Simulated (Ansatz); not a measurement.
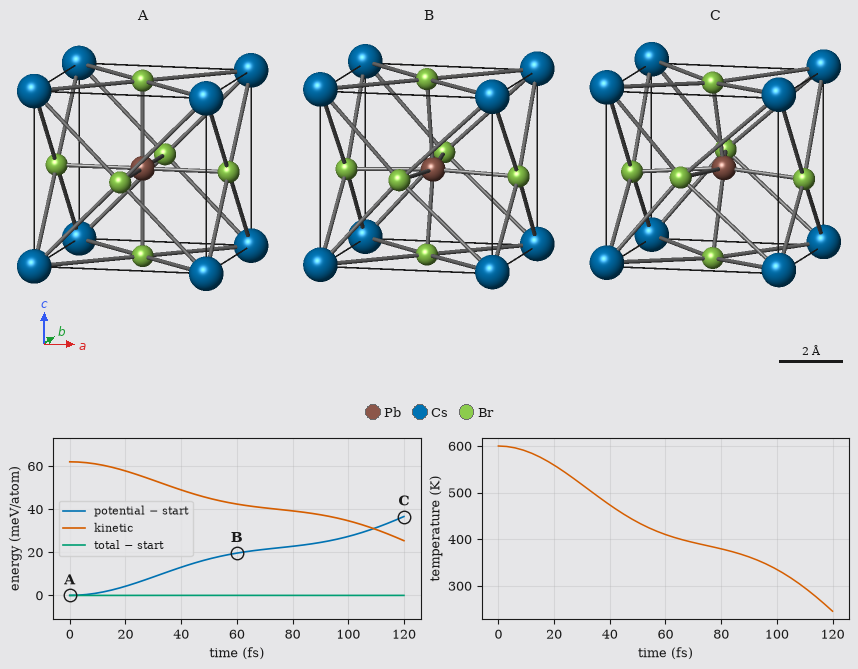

Molecular dynamics of a 5-atom cell of CsPbBr$_{3}$ (set up in Pm-3m), 120 fs long. Frames (A at 0 fs, B at 60 fs, C at 120 fs) and the history of the run. The picture is a ball-and-stick view of the simulation cell, seen slightly off an axis. Bonds to atoms that aren't drawn are left out.

Level of theory: DFT, PAW plane waves, PBEsol in Ansatz. Run with plane-wave cutoff 420 eV; k-point mesh 3 × 3 × 3; Gaussian smearing 0.1 eV; constant energy (NVE); velocities drawn for 600 K; time step 3 fs.

Q: What do the frames and curves show?

A: Over the second half the temperature averages 348 K (spread ±48 K). The potential energy is still drifting at the end, so the run hasn't reached equilibrium. The potential energy in the second half lies on average 26.0 meV per atom above the first frame. Root-mean-square distances from the starting positions over the second half, with the common drift of all atoms taken out: Br 0.27 Å, Pb 0.26 Å, Cs 0.19 Å. The run lasts only 120 fs, too short to tell vibration from diffusion. The total energy stays between 0 and 0.019 meV per atom of its start. A straight-line fit has a slope that amounts to +0.0018 meV per atom over 120 fs (under 0.1 % of the mean kinetic energy), and the ripple about it is under 0.1 % of the kinetic energy's fluctuation. With a drift under 2 % and a ripple under 7 %, the integration is accurate.

Cost: 73 s on 2 threads of Arm Neoverse V2, with other jobs on the host, peak memory 0.44 GiB.
